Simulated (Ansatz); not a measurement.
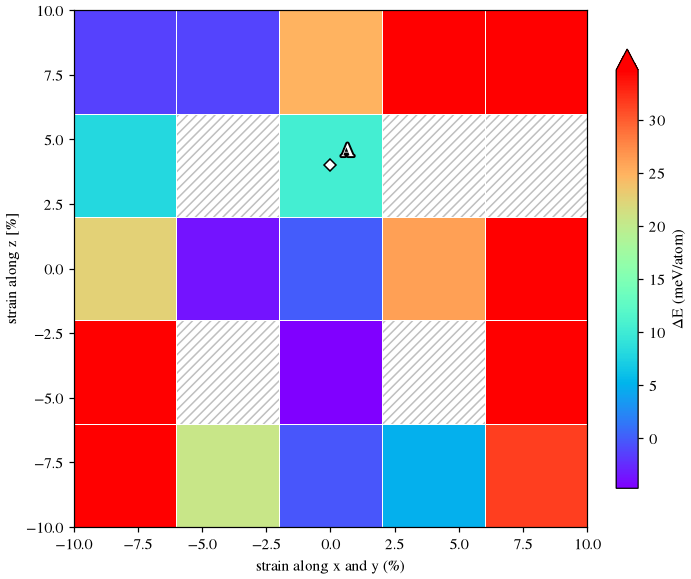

Sr (Im-3m, No. 229; 1 atom in the cell). The cell is strained homogeneously, by one strain along x and y and another along z, with fractional coordinates fixed (x, y and z along the cube axes). The first coordinate is: strain along x and y; the second: strain along z. The scan uses a 5 × 5 grid. At 5 points there is no value. Points are written as (first, second). All energies are given in meV/atom relative to the unstrained cell. The reference cell is the one listed in the database, not relaxed at this level. These are results of Ansatz 0.2.0, DFT PBE, scalar-relativistic, plane waves, PAW, not measurements. Settings: cutoff 420 eV, k-mesh 14×14×14, gaussian smearing 0.15 eV, no spin polarisation.

The picture shows one coloured cell a grid point, one colour for all values above the top of the scale, hatched blanks where no value was computed, the point A.

Q: Which way does the force act at A, and how strong is it?

A: A, at (0 %, 4 %), is not a stationary point. The computed force is 6.7 meV/atom for each 1 % towards smaller values of strain along x and y and 3.2 meV/atom for each 1 % towards smaller values of strain along z.
